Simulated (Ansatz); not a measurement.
# Single-point calculation of La2O

The run: single-point calculation of La2O (3 atoms in the cell). Method and program: DFT, PBE, plane waves, PAW, spin-polarised (Ansatz 0.2.0).

The structure was made by a generator, so it may or may not be a known phase. Some settings of this run were made unusual or wrong on purpose.

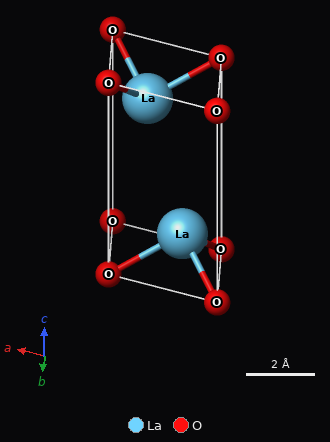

The structure as given in the input (ball-and-stick view of the cell of the calculation, seen at an oblique angle). Near neighbours in the crystal (not all of them lie inside the picture): La has 3 O at 2.58 Å; O has 6 La at 2.58 Å.

The input:
```yaml
crystal:
  lattice:
    - [3.8001038404, 0.0, 0.0]
    - [-1.9000519202, 3.2909864628, 0.0]
    - [0.0, 0.0, 6.2494962191]
  atoms:
    - { symbol: La, position: [0.3333333333, 0.6666666667, 0.2178639274] }
    - { symbol: La, position: [0.6666666667, 0.3333333333, 0.7821360726] }
    - { symbol: O, position: [0.0, 0.0, 0.0] }
basis:
  ecutwfc: 420
kpoints:
  mp_grid: { grid: [15, 15, 8] }
hamiltonian:
  xc: pbe
scf:
  occupations: { method: gaussian, width: 0.1 }
  max_iter: 50
output:
  forces: true
  eigenvalues: true
  stress: true
magnetization:
  spin_polarized: true
  initial_magnetization: 7
```

Run on 1 thread of Intel Xeon (Sapphire Rapids), 64 GiB of memory available, shared host.

Launched with:
```bash
ansatz run input.yaml --threads 1 --pin off --max-ram 2048MiB --backend cpu --events-out ev --progress --plain --runs-dir out
```

What the program printed:
```
Warning: where an SCF of this run starts from atoms to list the orders of its open shells, La (sites 0, 1, from 0) starts with 0.13 μB on its 4f shell and 0.87 μB on its 5d shell, in the place of the 2.33 μB that the deck gives it: its open shells can hold no more by Hund's first rule. To start from spheres of the given moment, type scf.initial_density.shell_occupations: []
Warning: where an SCF of this run starts from atoms to list the orders of its open shells, O (site 2, from 0) starts with 2.00 μB on its 2p shell, in the place of the 2.33 μB that the deck gives it: its open shells can hold no more by Hund's first rule. To start from spheres of the given moment, type scf.initial_density.shell_occupations: []
Engine: ansatz 0.2.0, x86_64-unknown-linux-gnu
Pseudopotentials: kind: paw
Pseudopotential: La, paw, valence charge 11, recommended cutoff 420 eV (normal), La.paw.azcp
Pseudopotential: O, paw, valence charge 6, recommended cutoff 420 eV (normal), O.paw.azcp
Functional definition: PBE
  parameter kappa = 0.804
  parameter beta = 0.06672455060314922
  exchange = pbe_x(kappa = kappa, mu = beta*pi^2/3)
  correlation = pbe_c(beta = beta)
Crystal: 3 atoms, lattice volume = 78.157 Å³
Basis set: ecut = 420 eV, 1521 PW (Γ), exchange–correlation on 54×54×90 points (8 copies of the dense FFT grid, shifted against one another)
Bands: 22, of which v1, the nominal top of the filled ones, is band 14 counted from 1 (13 counted from 0)
Symmetry: 12 space group operations
Space group: P-3m1 (ITA 164), of the structure as read, at distance tolerance 4.3e-5 Å
Magnetic group: BNS 164.85 (UNI 1315), of the structure as read, at distance tolerance 4.3e-5 Å
k-points: 192 of 1800
Non-local potential: La, projectors of the file, l = 0: 3, l = 1: 2, l = 2: 2, l = 3: 3
Non-local potential: O, projectors of the file, l = 0: 2, l = 1: 2, l = 2: 1
PAW form: soft (Blöchl's): semilocal exchange-correlation on the pseudo side does not see the compensation charge
PAW one-centre angular grid: La, 590 points (default); XC on 64 Gauss nodes
PAW one-centre angular grid: O, 110 points (default); XC on 64 Gauss nodes
Initial density: superposition of atomic densities (chi_scale 0.1, normalization cell, long waves kept (reshape's long-wave potential 0.19 eV rms))
Starting moments: Σ|m| = 7 μB on 3 of 3 sites
Initial wavefunctions: pseudopotential atomic-orbital guess
Functional: x = pbe(κ = 0.804, μ = 0.2195149727645171), c = pbe(β = 0.06672455060314922)
SCF iter   1: F=—  HF=-13062.389891 eV  |F-HF|=—  |Δ(HF+E_count)|=         —  Δρ=1.36e-1 (↑1.36e-1 ↓6.62e-2)  dr2=4.51e1  dr2_m=1.56e0  M=7.000 μB ∫|m|=7.000 μB  β_m=0.30  ethr=3.10e-3  ⟨swp⟩=4.3  Hψ=72554  notcnv=0
Mixer restart at iter 1: flushing history
automatic band count: the SCF goes on with 26 bands, as 22 were too few: the levels above may hold too much charge
preconditioner: auto → Kerker (q_TF=auto, 2.299 Å⁻¹)  [metal: Δε(μ)=0.001 eV  Ē_g=10.383 eV  σ=0.100 eV  W_gap=0.00  n_scr=22 (ndim 8)  ℏωp=20.6 eV  f_vac=0.000  D(μ)=11.78/eV (n_scr^D=196)]
spin=Collinear: Kerker preconditioning applied to the charge; magnetization (m = ρ↑ − ρ↓) channel mixes plain (no charge-response kernel on spin).
SCF iter   2: F=—  HF=-13068.071960 eV  |F-HF|=—  |Δ(HF+E_count)|=         —  Δρ=6.83e-2 (↑6.83e-2 ↓5.21e-2)  dr2=2.81e0  dr2_m=2.41e0  M=1.602 μB ∫|m|=1.622 μB  β_m=0.30  ethr=3.10e-3  ⟨swp⟩=4.2  Hψ=29203  notcnv=0  defer=1365
Mixer restart at iter 2: flushing history
SCF iter   3: F=—  HF=-13068.271018 eV  |F-HF|=—  |Δ(HF+E_count)|=   1.99e-1  Δρ=4.46e-2 (↑4.46e-2 ↓4.39e-2)  dr2=1.31e0  dr2_m=1.27e0  M=1.544 μB ∫|m|=1.559 μB  β_m=0.65  ethr=3.10e-3  ⟨swp⟩=2.6  Hψ=16031  notcnv=0  defer=1852
SCF iter   4: F=—  HF=-13070.256227 eV  |F-HF|=—  |Δ(HF+E_count)|=    1.99e0  Δρ=1.35e-2 (↑1.35e-2 ↓5.28e-3)  dr2=1.37e-1  dr2_m=2.06e-2  M=1.254 μB ∫|m|=1.255 μB  β_m=0.59  ethr=3.10e-3  ⟨swp⟩=4.5  Hψ=24280  notcnv=0  defer=1730
SCF iter   5: F=—  HF=-13070.243663 eV  |F-HF|=—  |Δ(HF+E_count)|=   1.26e-2  Δρ=3.79e-3 (↑3.79e-3 ↓2.66e-3)  dr2=8.79e-3  dr2_m=4.56e-3  M=1.180 μB ∫|m|=1.180 μB  β_m=0.79  ethr=4.90e-4  ⟨swp⟩=2.3  Hψ=18214  notcnv=0  defer=1696
SCF iter   6: F=—  HF=-13070.251367 eV  |F-HF|=—  |Δ(HF+E_count)|=   7.70e-3  Δρ=7.60e-4 (↑7.60e-4 ↓7.22e-4)  dr2=7.35e-4  dr2_m=2.66e-4  M=1.017 μB ∫|m|=1.017 μB  β_m=0.90  ethr=3.14e-5  ⟨swp⟩=2.1  Hψ=19068  notcnv=0  defer=1646
SCF iter   7: F=—  HF=-13070.253518 eV  |F-HF|=—  |Δ(HF+E_count)|=   2.15e-3  Δρ=5.20e-4 (↑4.94e-4 ↓5.20e-4)  dr2=1.27e-4  dr2_m=1.58e-4  M=0.956 μB ∫|m|=0.956 μB  β_m=0.95  ethr=2.63e-6  ⟨swp⟩=2.3  Hψ=16601  notcnv=0  defer=1646
SCF iter   8: F=—  HF=-13070.255393 eV  |F-HF|=—  |Δ(HF+E_count)|=   1.88e-3  Δρ=2.86e-4 (↑2.82e-4 ↓2.86e-4)  dr2=1.90e-5  dr2_m=5.52e-5  M=0.873 μB ∫|m|=0.873 μB  β_m=0.97  ethr=4.54e-7  ⟨swp⟩=2.9  Hψ=15919  notcnv=0  defer=1646
SCF iter   9: F=—  HF=-13070.256218 eV  |F-HF|=—  |Δ(HF+E_count)|=   8.24e-4  Δρ=1.33e-4 (↑1.15e-4 ↓1.33e-4)  dr2=1.28e-5  dr2_m=9.82e-6  M=0.799 μB ∫|m|=0.799 μB  β_m=0.99  ethr=6.77e-8  ⟨swp⟩=3.1  Hψ=16598  notcnv=0  defer=1646
SCF iter  10: F=—  HF=-13070.256395 eV  |F-HF|=—  |Δ(HF+E_count)|=   1.78e-4  Δρ=4.94e-5 (↑4.41e-5 ↓4.94e-5)  dr2=1.88e-6  dr2_m=1.26e-6  M=0.760 μB ∫|m|=0.760 μB  β_m=0.99  ethr=4.56e-8  ⟨swp⟩=3.0  Hψ=16348  notcnv=0  defer=1646
SCF iter  11: F=—  HF=-13070.256426 eV  |F-HF|=—  |Δ(HF+E_count)|=   3.07e-5  Δρ=1.39e-5 (↑1.01e-5 ↓1.39e-5)  dr2=1.97e-7  dr2_m=6.79e-8  M=0.740 μB ∫|m|=0.740 μB  β_m=1.00  ethr=6.71e-9  ⟨swp⟩=3.1  Hψ=16522  notcnv=0  defer=1646
SCF iter  12: F=—  HF=-13070.256428 eV  |F-HF|=—  |Δ(HF+E_count)|=   1.82e-6  Δρ=5.24e-6 (↑2.93e-6 ↓5.24e-6)  dr2=2.58e-8  dr2_m=1.04e-8  M=0.737 μB ∫|m|=0.737 μB  β_m=1.00  ethr=7.04e-10  ⟨swp⟩=3.0  Hψ=16253  notcnv=0  defer=1646
SCF iter  13: F=—  HF=-13070.256428 eV  |F-HF|=—  |Δ(HF+E_count)|=   3.08e-7  Δρ=1.63e-6 (↑9.98e-7 ↓1.63e-6)  dr2=2.01e-9  dr2_m=1.01e-9  M=0.735 μB ∫|m|=0.735 μB  β_m=1.00  ethr=9.20e-11  ⟨swp⟩=3.1  Hψ=16475  notcnv=0  defer=1646
SCF iter  14: F=—  HF=-13070.256428 eV  |F-HF|=—  |Δ(HF+E_count)|=   1.88e-8  Δρ=3.37e-7 (↑3.37e-7 ↓3.02e-7)  dr2=3.19e-10  dr2_m=4.35e-11  M=0.734 μB ∫|m|=0.734 μB  β_m=1.00  ethr=7.18e-12  ⟨swp⟩=3.1  Hψ=16424  notcnv=0  defer=1646
SCF iter  15: F=-13070.256428 eV  HF=-13070.256428 eV  |F-HF|=2.55e-11  |Δ(HF+E_count)|=  4.26e-10  Δρ=1.40e-7 (↑1.40e-7 ↓1.17e-7)  dr2=2.70e-11  dr2_m=7.05e-12  M=0.735 μB ∫|m|=0.735 μB  ethr=1.14e-12  ⟨swp⟩=8.5  Hψ=52862  notcnv=0
SCF 1 converged in 15 iterations: F = -13070.256428 eV  dr2 = 2.70e-11
  greatest PAW one-centre occupation: 0.972 electrons in one spin orbital (limit 2), on the La atom at site 1 (counted from 0), in its partial waves of l = 0
```

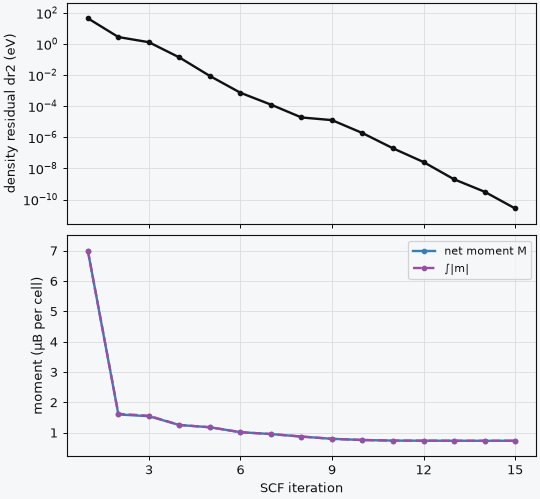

Convergence of the self-consistent field: density residual dr2 and magnetic moment against the SCF iteration. The residual falls at every step. The net moment goes from 7.0 to 0.7 μB per cell.

```
SCF converged after 15 iterations
Magnetization: 0.7345 μB (14.3673 up, 13.6327 down)
Absolute magnetization: 0.7345 μB (∫|ρ↑−ρ↓|, with the PAW one-centre terms)
Spin contamination: 0.0134 ħ² per cell (⟨S²⟩ above its minimum at these occupations)
Per-site moments (μB) at R_I (Å): [(0.07437372837820591, 1.0651279591267786), (0.07437372837820591, 1.065127959126779), (0.025727409720413246, 1.0651279591267786)]
Free energy (F): -13070.256428 eV
Harris-Foulkes:  -13070.256428 eV  (|F-HF|=2.55e-11)
Internal energy: -13070.239132 eV  (E = F + TS)
E sigma→0 (E₀):  -13070.247780 eV
Entropy (-TS):   -0.017296 eV (-5.765 meV/atom)
Fermi energy:    11.490075 eV
--- Per-component energies (eV) ---
  E_band       = -77.402068
  E_kinetic    = 560.357486
  E_local      = -1260.430423  (includes V_loc(G=0)·N_el)
  E_nonlocal   = 239.470539
  E_hartree    = 467.927003
  E_xc         = -352.853470
  E_vxc        = -389.857105  (∫ρ·V_xc dr)
  E_paw        = -10990.983708  (= ΣΔE_a)
  E_vpaw       = -162.798983  (= ΣTr[D̂ρ^β])
  E_aug_tail   = 0.002395  (compensation charges beyond the density's cutoff)
  E_ewald      = -1733.728954
  E_smearing   = -0.017296  (= −TS)
  E_closure    = 0.000000  (closes the sum)
  Σ components = -13070.256428   (vs F -13070.256428, Δ=0.00e0)
--- Forces (eV/Å), atoms counted from 1 ---
  atom   1  La     0.00000000     0.00000000     0.05603649
  atom   2  La     0.00000000    -0.00000000    -0.05603649
  atom   3  O      0.00000000     0.00000000     0.00000000
  max |Σ_I F_I| component: 6.94e-18 eV/Å
--- Stress (GPa, compression-positive) ---
       -0.043777       0.000000       0.000000
       -0.000000      -0.043777       0.000000
        0.000000       0.000000      -0.131921
  P = ⅓ Tr σ = -0.0732 GPa (-0.732 kbar)
--- Band table (eV; the first three rows and the last of 384) ---
  k-point 0 ↑: bands = ["-21.5577", "-21.2815", "-8.2376", "-4.7772", "-4.7718", "-4.7718", "-4.5906", "-4.5906", "-4.5264", "6.0558", "6.3121", "6.3121", "9.1103", "11.1141", "12.5786", "12.5786", "12.5970", "12.8431", "13.0278", "13.1920", "13.1920", "13.2665", "13.2665", "13.6847", "13.6847", "13.7512"]
  k-point 1 ↑: bands = ["-21.5541", "-21.2855", "-8.2297", "-4.7916", "-4.7685", "-4.7685", "-4.5940", "-4.5940", "-4.5256", "6.0498", "6.3090", "6.3090", "9.2248", "11.1251", "12.4384", "12.5553", "12.5553", "12.8122", "13.1342", "13.1938", "13.1938", "13.2718", "13.2718", "13.6692", "13.6692", "13.7523"]
  k-point 2 ↑: bands = ["-21.5449", "-21.2955", "-8.2104", "-4.8262", "-4.7598", "-4.7598", "-4.6029", "-4.6029", "-4.5240", "6.0368", "6.3014", "6.3014", "9.5457", "11.1364", "12.0855", "12.5020", "12.5020", "12.8276", "13.1987", "13.1987", "13.2447", "13.2816", "13.2816", "13.6426", "13.6426", "13.7497"]
  k-point 191 ↓: bands = ["-21.2065", "-21.2065", "-8.4213", "-5.6748", "-5.6748", "-5.1610", "-4.6393", "-4.6393", "-4.1409", "6.7640", "6.7640", "7.0216", "11.6782", "11.9329", "11.9329", "12.4372", "12.4372", "12.4590", "13.3018", "13.3018", "13.4410", "13.4911", "13.4911", "13.5137", "13.6732", "13.6732"]
```

Outcome:

```tsv
quantity	value
outcome	converged
space group (tolerance 0.01 Å)	P-3m1 (164)
electrons treated	28
free energy	−13070.2564 eV
Fermi energy	11.490 eV
gap on the k-point mesh	none (metallic)
net moment of the cell	0.73 μB
integrated absolute moment	0.73 μB
pressure	−0.07 GPa
largest force (length of the vector)	0.056 eV/Å
wall time	54 s
peak memory	0.83 GiB
```

A setting was made wrong on purpose: an impossible spin (`magnetization`). The run converged; whether the setting changed the result can't be told without a sound run beside it.
